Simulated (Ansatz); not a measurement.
Run report: GaP, geometry relaxation (part 1 of 2)

The run: geometry relaxation of GaP (P-3m1, 4 atoms in the cell). Method and program: DFT PBE, scalar-relativistic, plane waves, PAW, no spin polarisation (Ansatz 0.2.0).

The structure was made by a generator, so it may or may not be a known phase. Figures and captions count atoms from 1; the log counts them from 0 in places.

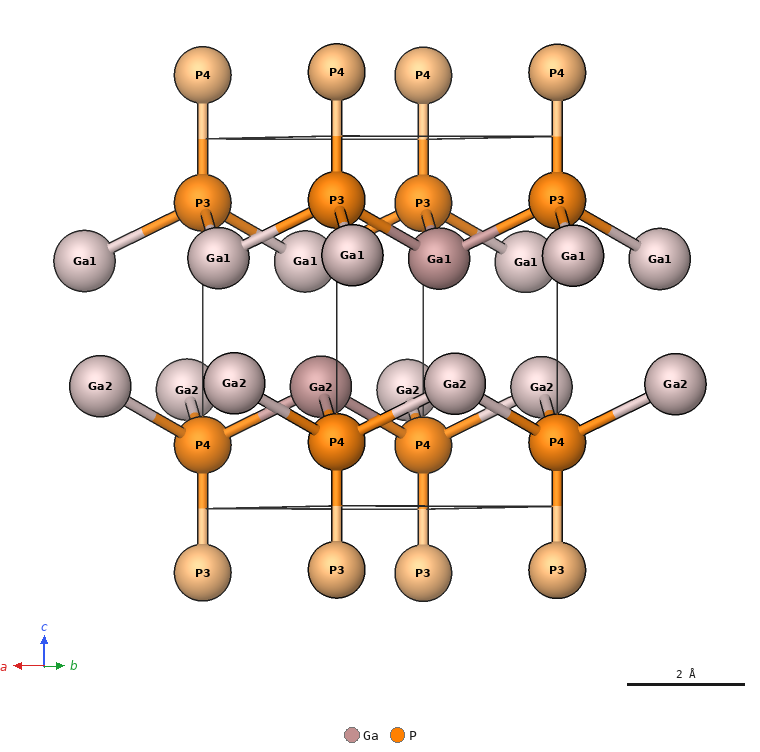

**Figure 1.** The input geometry (ball-and-stick view of the cell of the calculation, seen at an oblique angle; neighbours outside the cell are drawn fainter; atoms are numbered from 1 in the order of the input). Near neighbours in the crystal (not all of them lie inside the picture): Ga has 3 P at 2.41 Å; P has 3 Ga at 2.41 Å and 1 P at 2.19 Å.

Key numbers

| quantity | value |
| --- | --- |
| outcome | converged |
| space group (tolerance 0.01 Å) | P-3m1 (164) |
| electrons treated | 36 |
| free energy | −9077.7797 eV |
| Fermi energy | 7.581 eV |
| gap on the k-point mesh | none (metallic) |
| pressure | 0.00 GPa |
| final volume | 79.86 Å³ |
| largest force (length of the vector) at the end | under 0.001 eV/Å |
| final cell | a = 3.818 Å, b = 3.818 Å, c = 6.326 Å, α = 90.00°, β = 90.00°, γ = 120.00° |
| hardware | 1 thread of Intel Xeon (Sapphire Rapids), 16 GiB of memory available, shared host |
| wall time | 53 s |
| peak memory | 0.54 GiB |

Input file
```yaml
crystal:
  lattice:
    - [3.8119259259, 0.0, 0.0]
    - [-1.9059629629, 3.3012246892, 0.0]
    - [0.0, 0.0, 6.3434211789]
  atoms:
    - { symbol: Ga, position: [0.3333333333, 0.6666666667, 0.6720670817] }
    - { symbol: Ga, position: [0.6666666667, 0.3333333333, 0.3279329183] }
    - { symbol: P, position: [0.0, 0.0, 0.8272944812] }
    - { symbol: P, position: [0.0, 0.0, 0.1727055188] }
basis:
  ecutwfc: 420
kpoints:
  mp_grid: { grid: [12, 12, 8] }
hamiltonian:
  xc: pbe
scf:
  occupations: { method: gaussian, width: 0.1 }
output:
  forces: true
  stress: true
  eigenvalues: true
  write_density: true
  write_potential: true
  elf: true
  volumetric_format: npy
relax:
  adjacent_minimum: "off"
  f_tol: 0.01
  max_steps: 80
  cell: { stress_tol: 0.05 }
```

Launched with:
```bash
ansatz run input.yaml --threads 1 --pin off --max-ram 2560MiB --backend cpu --events-out ev --progress --plain --runs-dir out
```

Log
```
Engine: ansatz 0.2.0, x86_64-unknown-linux-gnu
Pseudopotentials: kind: paw
Pseudopotential: Ga, paw, valence charge 13, recommended cutoff 420 eV (normal), Ga.paw.azcp
Pseudopotential: P, paw, valence charge 5, recommended cutoff 420 eV (normal), P.paw.azcp
Functional definition: PBE
  parameter kappa = 0.804
  parameter beta = 0.06672455060314922
  exchange = pbe_x(kappa = kappa, mu = beta*pi^2/3)
  correlation = pbe_c(beta = beta)
Crystal: 4 atoms, lattice volume = 79.826 Å³
Basis set: ecut = 420 eV, 1557 PW (Γ), exchange–correlation on 54×54×90 points (8 copies of the dense FFT grid, shifted against one another)
Bands: 22, of which v1, the nominal top of the filled ones, is band 18 counted from 1 (17 counted from 0)
Symmetry: 12 space group operations
Space group: P-3m1 (ITA 164), of the structure as read, at distance tolerance 4.3e-5 Å
k-points: 131 of 1152
Non-local potential: Ga, projectors of the file, l = 0: 2, l = 1: 2, l = 2: 3, l = 3: 1
Non-local potential: P, projectors of the file, l = 0: 2, l = 1: 2, l = 2: 2
PAW form: soft (Blöchl's): semilocal exchange-correlation on the pseudo side does not see the compensation charge
PAW one-centre angular grid: Ga, 590 points (default); XC on 64 Gauss nodes
PAW one-centre angular grid: P, 110 points (default); XC on 64 Gauss nodes
Initial density: superposition of atomic densities (neutral atoms: chi_scale 0, normalization atom), corrected by the library's trained network
Initial wavefunctions: pseudopotential atomic-orbital guess
Functional: x = pbe(κ = 0.804, μ = 0.2195149727645171), c = pbe(β = 0.06672455060314922)
SCF iter   1: F=—  HF=-9077.783518 eV  |F-HF|=—  |Δ(HF+E_count)|=         —  Δρ=2.53e-3  dr2=9.01e-3  ethr=1.77e-3  ⟨swp⟩=6.1  Hψ=14419  notcnv=0
preconditioner: auto → Kerker (q_TF=auto, 2.389 Å⁻¹)  [metal: Δε(μ)=0.010 eV  Ē_g=13.427 eV  σ=0.100 eV  W_gap=0.05  n_scr=22 (ndim 8)  ℏωp=24.9 eV  f_vac=0.003  D(μ)=0.97/eV (n_scr^D=2)]
SCF iter   2: F=—  HF=-9077.779520 eV  |F-HF|=—  |Δ(HF+E_count)|=   4.00e-3  Δρ=1.65e-3  dr2=4.69e-3  ethr=2.50e-5  ⟨swp⟩=2.4  Hψ=6430  notcnv=0
SCF iter   3: F=—  HF=-9077.779455 eV  |F-HF|=—  |Δ(HF+E_count)|=   6.52e-5  Δρ=1.12e-3  dr2=8.42e-4  ethr=1.30e-5  ⟨swp⟩=2.0  Hψ=5220  notcnv=0
SCF iter   4: F=—  HF=-9077.778735 eV  |F-HF|=—  |Δ(HF+E_count)|=   7.19e-4  Δρ=3.71e-4  dr2=1.76e-4  ethr=2.34e-6  ⟨swp⟩=2.0  Hψ=5224  notcnv=0
SCF iter   5: F=—  HF=-9077.778740 eV  |F-HF|=—  |Δ(HF+E_count)|=   4.55e-6  Δρ=1.59e-4  dr2=5.53e-5  ethr=4.89e-7  ⟨swp⟩=2.1  Hψ=4752  notcnv=0
SCF iter   6: F=—  HF=-9077.778738 eV  |F-HF|=—  |Δ(HF+E_count)|=   1.97e-6  Δρ=6.97e-5  dr2=5.76e-6  ethr=1.54e-7  ⟨swp⟩=3.0  Hψ=5655  notcnv=0
SCF iter   7: F=—  HF=-9077.778739 eV  |F-HF|=—  |Δ(HF+E_count)|=   1.18e-6  Δρ=1.96e-5  dr2=2.80e-7  ethr=1.60e-8  ⟨swp⟩=2.0  Hψ=3828  notcnv=0
SCF iter   8: F=-9077.778739 eV  HF=-9077.778739 eV  |F-HF|=5.85e-9  |Δ(HF+E_count)|=   4.51e-8  Δρ=4.41e-6  dr2=1.60e-8  ethr=2.78e-10  ⟨swp⟩=12.3  Hψ=22843  notcnv=0
SCF 1 converged in 8 iterations: F = -9077.778739 eV  dr2 = 1.60e-8
  greatest PAW one-centre occupation: 0.994 electrons in one spin orbital (limit 2), on the Ga atom at site 1 (counted from 0), in its partial waves of l = 2
relax step   1: F+E_penalty+E_count = -9077.77873918 eV  Δ(F+E_penalty+E_count) = +0.000e0 eV  max|allowed force component| = 5.258e-2 eV/Å  Δτ_max = 0.0000 Å  P = -0.119 GPa  Ω = 79.826 Å³  (8 SCF iters, dr2 threshold 1.00e-7 eV, accepted)
Crystal: 4 atoms, lattice volume = 79.868 Å³
Basis set: ecut = 420 eV, 1581 PW (Γ), exchange–correlation on 54×54×90 points (8 copies of the dense FFT grid, shifted against one another)
Initial density: handed on by an earlier stage of this run
Initial wavefunctions: those handed on with the density
iter 1 solved again at ethr=4.56e-7 eV; its pass at ethr=3.10e-3 eV (dr2=1.64e-4 eV) is discarded
SCF iter   1: F=—  HF=-9077.779548 eV  |F-HF|=—  |Δ(HF+E_count)|=         —  Δρ=6.13e-4  dr2=1.69e-4  ethr=4.56e-7  ⟨swp⟩=3.0  Hψ=16930  notcnv=0
preconditioner: auto → Kerker (q_TF=auto, 2.389 Å⁻¹)  [metal: Δε(μ)=0.012 eV  Ē_g=13.427 eV  σ=0.100 eV  W_gap=0.07  n_scr=22 (ndim 8)  ℏωp=24.9 eV  f_vac=0.000  D(μ)=1.00/eV (n_scr^D=2)]
SCF iter   2: F=—  HF=-9077.779533 eV  |F-HF|=—  |Δ(HF+E_count)|=   1.55e-5  Δρ=3.31e-4  dr2=5.38e-5  ethr=4.56e-7  ⟨swp⟩=1.1  Hψ=2902  notcnv=0
SCF iter   3: F=—  HF=-9077.779530 eV  |F-HF|=—  |Δ(HF+E_count)|=   2.91e-6  Δρ=4.62e-5  dr2=2.07e-6  ethr=1.50e-7  ⟨swp⟩=3.0  Hψ=5449  notcnv=0
SCF iter   4: F=-9077.779530 eV  HF=-9077.779530 eV  |F-HF|=6.69e-8  |Δ(HF+E_count)|=   1.97e-7  Δρ=1.12e-5  dr2=1.13e-7  ethr=6.77e-10  ⟨swp⟩=13.9  Hψ=23888  notcnv=0
SCF 2 converged in 4 iterations: F = -9077.779530 eV  dr2 = 1.13e-7
relax step   2: F+E_penalty+E_count = -9077.77953010 eV  Δ(F+E_penalty+E_count) = -7.909e-4 eV  max|allowed force component| = 3.971e-2 eV/Å  Δτ_max = 0.0065 Å  P = -0.052 GPa  Ω = 79.868 Å³  energy of the carried Pulay correction = -9.694e-6 eV  (4 SCF iters, dr2 threshold 2.44e-7 eV, accepted)
Crystal: 4 atoms, lattice volume = 79.902 Å³
iter 1 solved again at ethr=3.31e-7 eV; its pass at ethr=3.10e-3 eV (dr2=1.19e-4 eV) is discarded
SCF iter   1: F=—  HF=-9077.779654 eV  |F-HF|=—  |Δ(HF+E_count)|=         —  Δρ=4.69e-4  dr2=1.29e-4  ethr=3.31e-7  ⟨swp⟩=2.7  Hψ=16862  notcnv=0
preconditioner: auto → Kerker (q_TF=auto, 2.389 Å⁻¹)  [metal: Δε(μ)=0.014 eV  Ē_g=13.430 eV  σ=0.100 eV  W_gap=0.08  n_scr=22 (ndim 8)  ℏωp=24.9 eV  f_vac=0.000  D(μ)=1.01/eV (n_scr^D=2)]
SCF iter   2: F=—  HF=-9077.779636 eV  |F-HF|=—  |Δ(HF+E_count)|=   1.77e-5  Δρ=2.37e-4  dr2=3.68e-5  ethr=3.31e-7  ⟨swp⟩=1.3  Hψ=3001  notcnv=0
SCF iter   3: F=—  HF=-9077.779630 eV  |F-HF|=—  |Δ(HF+E_count)|=   5.78e-6  Δρ=2.97e-5  dr2=1.13e-6  ethr=1.02e-7  ⟨swp⟩=2.7  Hψ=5264  notcnv=0
SCF iter   4: F=—  HF=-9077.779630 eV  |F-HF|=—  |Δ(HF+E_count)|=   1.54e-7  Δρ=1.85e-5  dr2=2.49e-7  ethr=3.14e-9  ⟨swp⟩=2.0  Hψ=5245  notcnv=0
SCF iter   5: F=-9077.779630 eV  HF=-9077.779630 eV  |F-HF|=1.17e-8  |Δ(HF+E_count)|=   2.31e-7  Δρ=6.11e-6  dr2=4.61e-8  ethr=2.74e-10  ⟨swp⟩=11.8  Hψ=23792  notcnv=0
SCF 3 converged in 5 iterations: F = -9077.779630 eV  dr2 = 4.61e-8
  Residual-converged pass: ⟨swp⟩=1.0  Hψ=3407  notcnv=0  max |occ|·‖R‖ = 7.1e-9 eV (tolerance 1.0e-8 eV)  dr2=4.61e-8  dr2_onsite=6.92e-9  max |Δocc| = 3.9e-10
relax step   3: F+E_penalty+E_count = -9077.77962997 eV  Δ(F+E_penalty+E_count) = -9.987e-5 eV  max|allowed force component| = 3.281e-2 eV/Å  Δτ_max = 0.0057 Å  P = +0.009 GPa  Ω = 79.902 Å³  energy of the carried Pulay correction = -1.757e-5 eV  (5 SCF iters, dr2 threshold 9.85e-8 eV, accepted)
Crystal: 4 atoms, lattice volume = 79.857 Å³
iter 1 solved again at ethr=1.40e-7 eV; its pass at ethr=3.10e-3 eV (dr2=5.03e-5 eV) is discarded
SCF iter   1: F=—  HF=-9077.779714 eV  |F-HF|=—  |Δ(HF+E_count)|=         —  Δρ=2.49e-4  dr2=5.75e-5  ethr=1.40e-7  ⟨swp⟩=2.8  Hψ=14977  notcnv=0
preconditioner: auto → Kerker (q_TF=auto, 2.389 Å⁻¹)  [metal: Δε(μ)=0.007 eV  Ē_g=13.431 eV  σ=0.100 eV  W_gap=0.04  n_scr=22 (ndim 8)  ℏωp=24.9 eV  f_vac=0.000  D(μ)=1.02/eV (n_scr^D=2)]
SCF iter   2: F=—  HF=-9077.779707 eV  |F-HF|=—  |Δ(HF+E_count)|=   7.37e-6  Δρ=1.37e-4  dr2=1.82e-5  ethr=1.40e-7  ⟨swp⟩=1.4  Hψ=2949  notcnv=0
SCF iter   3: F=—  HF=-9077.779704 eV  |F-HF|=—  |Δ(HF+E_count)|=   2.73e-6  Δρ=1.56e-5  dr2=1.54e-7  ethr=5.05e-8  ⟨swp⟩=2.0  Hψ=3631  notcnv=0
SCF iter   4: F=-9077.779704 eV  HF=-9077.779704 eV  |F-HF|=2.96e-8  |Δ(HF+E_count)|=   1.32e-9  Δρ=4.38e-6  dr2=3.30e-8  ethr=1.87e-10  ⟨swp⟩=11.9  Hψ=22390  notcnv=0
SCF 4 converged in 4 iterations: F = -9077.779704 eV  dr2 = 3.30e-8
relax step   4: F+E_penalty+E_count = -9077.77970397 eV  Δ(F+E_penalty+E_count) = -7.400e-5 eV  max|allowed force component| = 1.303e-2 eV/Å  Δτ_max = 0.0029 Å  P = -0.005 GPa  Ω = 79.857 Å³  energy of the carried Pulay correction = -7.111e-6 eV  (4 SCF iters, dr2 threshold 6.73e-8 eV, accepted)
Crystal: 4 atoms, lattice volume = 79.862 Å³
iter 1 solved again at ethr=5.61e-9 eV; its pass at ethr=3.10e-3 eV (dr2=2.02e-6 eV) is discarded
SCF iter   1: F=—  HF=-9077.779713 eV  |F-HF|=—  |Δ(HF+E_count)|=         —  Δρ=5.11e-5  dr2=2.51e-6  ethr=5.61e-9  ⟨swp⟩=2.9  Hψ=15151  notcnv=0
preconditioner: auto → Kerker (q_TF=auto, 2.389 Å⁻¹)  [metal: Δε(μ)=0.008 eV  Ē_g=13.430 eV  σ=0.100 eV  W_gap=0.05  n_scr=22 (ndim 8)  ℏωp=24.9 eV  f_vac=0.000  D(μ)=1.01/eV (n_scr^D=2)]
SCF iter   2: F=—  HF=-9077.779712 eV  |F-HF|=—  |Δ(HF+E_count)|=   3.47e-7  Δρ=2.94e-5  dr2=7.98e-7  ethr=5.61e-9  ⟨swp⟩=1.7  Hψ=3043  notcnv=0
SCF iter   3: F=—  HF=-9077.779712 eV  |F-HF|=—  |Δ(HF+E_count)|=   1.42e-7  Δρ=4.50e-6  dr2=1.15e-8  ethr=2.22e-9  ⟨swp⟩=2.0  Hψ=3908  notcnv=0
SCF iter   4: F=-9077.779712 eV  HF=-9077.779712 eV  |F-HF|=1.47e-9  |Δ(HF+E_count)|=   6.05e-9  Δρ=2.02e-6  dr2=3.48e-9  ethr=2.95e-11  ⟨swp⟩=9.3  Hψ=19656  notcnv=0
SCF 5 converged in 4 iterations: F = -9077.779712 eV  dr2 = 3.48e-9
relax step   5: F+E_penalty+E_count = -9077.77971224 eV  Δ(F+E_penalty+E_count) = -8.267e-6 eV  max|allowed force component| = 1.996e-4 eV/Å  Δτ_max = 0.0007 Å  P = -0.001 GPa  Ω = 79.862 Å³  energy of the carried Pulay correction = -8.333e-6 eV  (4 SCF iters, dr2 threshold 1.06e-8 eV, accepted)
Initial wavefunctions: pseudopotential atomic-orbital guess (no wavefunctions were taken with the density)
iter 1 solved again at ethr=2.97e-7 eV; its pass at ethr=3.10e-3 eV (dr2=1.07e-4 eV) is discarded
SCF iter   1: F=—  HF=-9077.779590 eV  |F-HF|=—  |Δ(HF+E_count)|=         —  Δρ=1.09e-4  dr2=1.99e-7  ethr=2.97e-7  ⟨swp⟩=4.1  Hψ=23779  notcnv=0
SCF iter   2: F=—  HF=-9077.779686 eV  |F-HF|=—  |Δ(HF+E_count)|=   9.54e-5  Δρ=5.51e-5  dr2=5.16e-8  ethr=5.52e-10  ⟨swp⟩=2.9  Hψ=4168  notcnv=0
SCF iter   3: F=—  HF=-9077.779719 eV  |F-HF|=—  |Δ(HF+E_count)|=   3.40e-5  Δρ=1.77e-6  dr2=1.13e-9  ethr=1.43e-10  ⟨swp⟩=3.0  Hψ=5635  notcnv=0
SCF iter   4: F=—  HF=-9077.779719 eV  |F-HF|=—  |Δ(HF+E_count)|=   2.75e-9  Δρ=4.08e-7  dr2=1.20e-10  ethr=3.15e-12  ⟨swp⟩=2.0  Hψ=5299  notcnv=0
SCF iter   5: F=-9077.779719 eV  HF=-9077.779719 eV  |F-HF|=2.55e-11  |Δ(HF+E_count)|=  9.09e-11  Δρ=1.59e-7  dr2=3.39e-11  ethr=1.00e-12  ⟨swp⟩=8.9  Hψ=16452  notcnv=0
SCF 6 converged in 5 iterations: F = -9077.779719 eV  dr2 = 3.39e-11
relax step   6: F+E_penalty+E_count = -9077.77971948 eV  Δ(F+E_penalty+E_count) = -7.238e-6 eV  max|allowed force component| = 1.909e-4 eV/Å  Δτ_max = 0.0000 Å  P = -0.001 GPa  Ω = 79.862 Å³  stress off target by 1.86e-3 GPa  SCF on the basis re-selected at this cell (its energy is not comparable with the rows above)  (5 SCF iters)
```

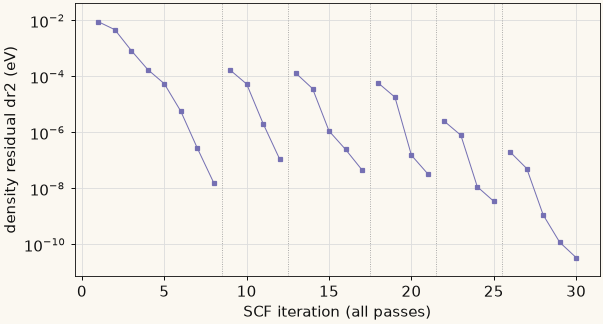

**Figure 2.** Convergence of the self-consistent field: density residual dr2 against the SCF iteration. The dotted lines part the SCF passes of the relaxation: geometry steps, rejected trials and re-solves on a re-selected basis. The 6 passes take 4 to 8 iterations each, 30 in all.
